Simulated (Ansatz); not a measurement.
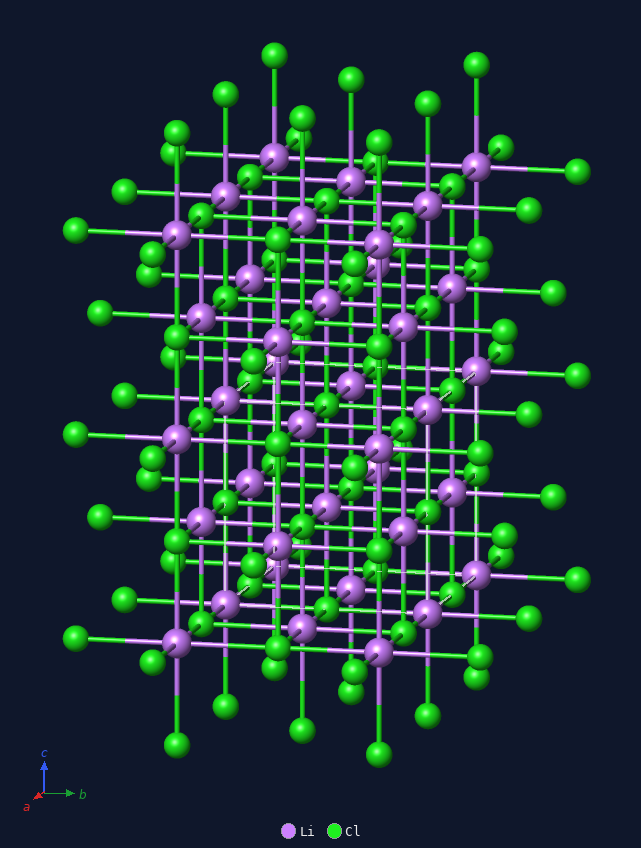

This ball-and-stick model is shown slightly off an axis. Solid lines give the conventional unit cell, repeated here 2×1×2 times. Some atoms of the next cells are drawn as well.

LiCl, space group Fm-3m (No. 225), a = 5.04 Å, b = 5.04 Å, c = 5.04 Å, α = 90.00°, β = 90.00°, γ = 90.00°.

The numbers come from Ansatz 0.2.0, DFT, HSE06, plane waves, PAW, using plane waves up to 420 eV, k-points about 0.36 Å⁻¹ apart, no spin polarisation.

> Metal or not?

An insulator at this level, with a gap of 8.07 eV, direct.

> Under what pressure is the structure?

The computed pressure is 1.8 GPa (compressed: it would expand).

The model was built from a structure type filled with these elements by a generator (whether the compound takes this form wasn't checked). The cell was then strained or its atoms displaced on purpose. Ansatz was used for an electronic-structure calculation on it.
